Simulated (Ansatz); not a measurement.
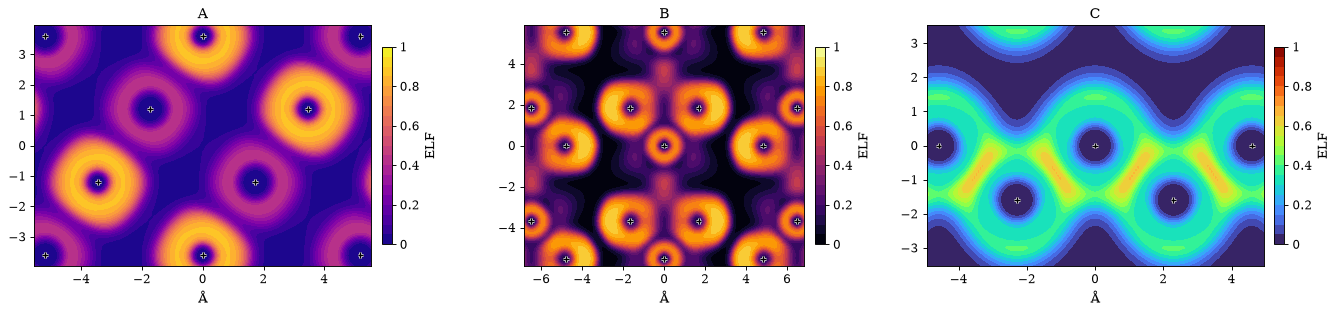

The ELF of 3 systems, each on a plane through atoms (crosses mark nuclei in the plane).

Theory: Ansatz 0.2.0, DFT, PBE, PAW with Ansatz's default frozen-core files, scalar-relativistic.

System 1: PbS, the (110) plane of the conventional cell. Space group R-3m; changed on purpose from its base cell (equal xy, yz and zx shear strains of +1 %, PAW files); computed pressure about 2 GPa in this cell.

```
CELL_PARAMETERS angstrom
2.95017 0.00000 -2.95017
-2.95017 2.95017 0.00000
5.98930 5.98930 5.98930
ATOMIC_POSITIONS crystal
Pb 0.00000 0.00000 0.00000
Pb 0.66667 0.33333 0.33333
Pb 0.33333 0.66667 0.66667
S 0.33333 0.66667 0.16667
S 0.00000 0.00000 0.50000
S 0.66667 0.33333 0.83333
```

System 2: WSe$_{2}$, the (110) plane of the conventional cell. Space group P6₃/mmc; changed on purpose from its base cell (equal xx and yy strain of -3 %, PAW files); not relaxed (largest force 0.9 eV/Å); computed pressure about 13 GPa in this cell.

System 3: Sn, the (010) plane of the conventional cell. Space group I4₁/amd; changed on purpose from its base cell (zz strain of -2 %, PAW files); computed pressure about 4 GPa in this cell.

```yaml
crystal:
  lattice:
    - [3.24560, -3.24560, 0.00000]
    - [3.24560, 3.24560, 0.00000]
    - [0.00000, 0.00000, 6.36138]
  atoms:
    - { symbol: Sn, position: [0.50000, 0.50000, 0.00000] }
    - { symbol: Sn, position: [0.00000, 0.00000, 0.50000] }
    - { symbol: Sn, position: [0.50000, 0.00000, 0.25000] }
    - { symbol: Sn, position: [0.00000, 0.50000, 0.75000] }
```

Match each panel to its system.

Answer. Panel A is system 1, PbS: the plane holds Pb and S. Pb–S (2.97 Å): the ELF peaks at about 0.85 in the valence shell of S, 0.8 Å from its nucleus, and drops to about 0.20 between the two atoms. Panel B is system 2, WSe$_{2}$: the plane holds W and Se. W–Se (2.49 Å): the ELF is about 0.50 at the midpoint. Panel C is system 3, Sn: the plane holds Sn. Sn–Sn (2.79 Å): the ELF peaks at about 0.65 between the atoms.
